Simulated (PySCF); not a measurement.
# [C3H5O2]− (SMILES CCC(=O)[O-]): levels of theory compared

Wanted: a comparison of 6 runs (HF/STO-3G, B3LYP/6-31G*, BHLYP/6-31G*, PBE/6-31G*, SVWN5/6-31G*, CCSD(T)/6-31G*) of [C3H5O2]−. 

The calculation is run with PySCF 2.14.0.

2 further runs of the same task are left out: 2 set aside as unsound or not needed. Runs told in other sessions of the task aren't counted.

## Step 1: The system as given

[C3H5O2]− has 10 atoms, charge -1, and is taken as a singlet. SMILES: `CCC(=O)[O-]`. Geometry: relaxed at GFN2-xTB. This is one conformer, not always the lowest.

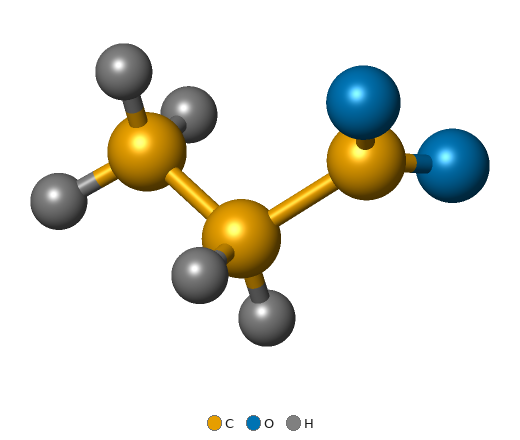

Viewed from a chosen angle; carbon amber, oxygen blue, hydrogen grey.

## Step 2: A single-point energy at HF/STO-3G (run 1)

The input, calc.py:

```python
from pyscf import gto, scf

molecule = gto.Mole()
molecule.atom = [
    ('C', (-0.868510, -0.618240, 0.453690)),
    ('C', (0.548220, -0.077570, 0.322950)),
    ('C', (0.627690, 0.904740, -0.926290)),
    ('O', (0.981000, 0.382810, -1.992740)),
    ('O', (0.317830, 2.081770, -0.697020)),
    ('H', (-1.566920, 0.208370, 0.578420)),
    ('H', (-1.142310, -1.162260, -0.449370)),
    ('H', (-0.973500, -1.294370, 1.309550)),
    ('H', (0.822870, 0.474900, 1.226260)),
    ('H', (1.253630, -0.900160, 0.174560)),
]
molecule.charge = -1
molecule.max_memory = 1860
molecule.verbose = 4
molecule.basis = 'sto-3g'
molecule.spin = 0
molecule.build()

hf = scf.RHF(molecule)
hf.conv_tol = 1e-10
hf.kernel()
if not hf.converged:
    hf = hf.newton().run(hf.mo_coeff, hf.mo_occ)

energy = hf.e_tot
print(f'total energy: {energy:.8f} hartree')
```

Run with:

```sh
$ OMP_NUM_THREADS=1 python calc.py
```

What it wrote:

```text
<dir> SyntaxWarning: invalid escape sequence '\W'
  S = {(paw_set(r)[0], bool(re.search(r"spin_orbit\W+true|paw_fr", str((r.get("files") or {}).get("input") or "")) or re.search("(?i)spin.orbit\W+(value\W+)?(true|yes)|value\W+spin-orbit", json.dumps(r.get("inputs"), default=str)))) for r in records}

PySCF version 2.14.0

[... 66 lines left out ...]
converged SCF energy = -262.624945256352
total energy: -262.62494526 hartree
```

Wall time 0.72 s (1 thread of Arm Neoverse V1, shared host); peak memory 0.097 GiB.

## Step 3: A single-point energy at B3LYP/6-31G(d) (spherical functions) (run 2)

The input, job.py:

```python
# propionate anion
from pyscf import gto, dft

mol = gto.M(
    atom='''
C       -0.868510      -0.618240       0.453690
C        0.548220      -0.077570       0.322950
C        0.627690       0.904740      -0.926290
O        0.981000       0.382810      -1.992740
O        0.317830       2.081770      -0.697020
H       -1.566920       0.208370       0.578420
H       -1.142310      -1.162260      -0.449370
H       -0.973500      -1.294370       1.309550
H        0.822870       0.474900       1.226260
H        1.253630      -0.900160       0.174560
''',
    verbose=3,
    spin=0,
    basis='6-31g*',
    charge=-1,
    max_memory=1860,
)

mf = dft.RKS(mol, xc='b3lyp')
mf.grids.level = 5
mf.conv_tol = 1e-10
mf.kernel()
if not mf.converged:
    mf = mf.newton().run(mf.mo_coeff, mf.mo_occ)

energy = mf.e_tot
print('E = %.10f Eh' % energy)
```

Run with:

```sh
$ OMP_NUM_THREADS=1 python job.py
```

What it wrote:

```text
<dir> SyntaxWarning: invalid escape sequence '\W'
  S = {(paw_set(r)[0], bool(re.search(r"spin_orbit\W+true|paw_fr", str((r.get("files") or {}).get("input") or "")) or re.search("(?i)spin.orbit\W+(value\W+)?(true|yes)|value\W+spin-orbit", json.dumps(r.get("inputs"), default=str)))) for r in records}
converged SCF energy = -267.80605974739
E = -267.8060597474 Eh
```

Run time: 21 s. Hardware: 1 thread of Arm Neoverse V1, shared host; peak memory 0.4 GiB.

Runs 3 to 5 aren't shown in full; the table further down has their settings and results.

## Step 4: The energy at CCSD(T)/6-31G(d) (spherical functions) (run 6)

The input, input.xyz:

```xyz
10

C     -0.868510    -0.618240     0.453690
C      0.548220    -0.077570     0.322950
C      0.627690     0.904740    -0.926290
O      0.981000     0.382810    -1.992740
O      0.317830     2.081770    -0.697020
H     -1.566920     0.208370     0.578420
H     -1.142310    -1.162260    -0.449370
H     -0.973500    -1.294370     1.309550
H      0.822870     0.474900     1.226260
H      1.253630    -0.900160     0.174560
```

The input, calc.py:

```python
from pyscf import gto, cc

molecule = gto.M(
    atom='input.xyz',
    max_memory=1860,
    spin=0,
    verbose=3,
    basis='6-31g*',
    charge=-1,
)

mf = molecule.RHF()
mf.conv_tol = 1e-10
mf.kernel()
if not mf.converged:
    mf = mf.newton().run(mf.mo_coeff, mf.mo_occ)

mycc = cc.CCSD(mf, frozen=5)
mycc.kernel()
e_t = mycc.ccsd_t()
e_final = mycc.e_tot + e_t
print('E(%s) = %.9f' % ('CCSD(T)', e_final))
```

Run with:

```sh
$ OMP_NUM_THREADS=1 python calc.py
```

What it wrote:

```text
<dir> SyntaxWarning: invalid escape sequence '\W'
  S = {(paw_set(r)[0], bool(re.search(r"spin_orbit\W+true|paw_fr", str((r.get("files") or {}).get("input") or "")) or re.search("(?i)spin.orbit\W+(value\W+)?(true|yes)|value\W+spin-orbit", json.dumps(r.get("inputs"), default=str)))) for r in records}
converged SCF energy = -266.257771025437
E(CCSD) = -267.024160882411  E_corr = -0.766389856974181
CCSD(T) correction = -0.0230827495717492
E(CCSD(T)) = -267.047243632
```

Run time: 36 s. Hardware: 1 thread of Arm Neoverse V1, shared host; peak memory 0.41 GiB.

## Step 5: All runs side by side

```csv
run,level,integration grid,frozen core orbitals,energy (Eh),HOMO energy (eV),LUMO energy (eV),HOMO–LUMO gap (eV),wall time
1,HF/STO-3G,–,–,-262.624945,1.94,18.19,16.25,0.72 s
2,B3LYP/6-31G* (spherical functions),5,–,-267.806060,0.18,7.04,6.86,21 s
3,BHLYP/6-31G* (spherical functions),5,–,-267.655782,-1.82,8.22,10.04,21 s
4,PBE/6-31G* (spherical functions),5,–,-267.489224,1.66,6.44,4.78,25 s
5,SVWN5/6-31G* (spherical functions),5,–,-265.635882,1.47,6.22,4.75,16 s
6,CCSD(T)/6-31G* (spherical functions),–,5,-267.047244,-4.38,10.72,15.10,36 s
```

## Step 6: What came out

```
                                                    quantity          value
                                         run 6: total energy  -267.04724 Eh
                  run 6: HOMO energy (Hartree–Fock orbitals)       -4.38 eV
                  run 6: LUMO energy (Hartree–Fock orbitals)       10.72 eV
run 6: HOMO–LUMO gap (to an unbound level, set by the basis)       15.10 eV
          run 6: correlation energy (5 core orbitals frozen)     -789.5 mEh
                                       run 6: (T) correction     -23.08 mEh
                                        run 6: T1 diagnostic          0.015
```

Over runs 1, 2, 3, 4, 5 the HOMO–LUMO gap runs from 4.75 eV (SVWN5/6-31G*) to 16.25 eV (HF/STO-3G). The two ends differ in method and basis. The empty levels of an anion lie above zero and hang on the basis. Totals of different functionals can't be ranked against each other. In runs 1, 2, 4, 5 the HOMO lies above zero, from self-interaction, a short basis or an electron that isn't bound. In run 1 the basis is minimal, so the values are rough. All runs together took 2 min, the longest 36 s.
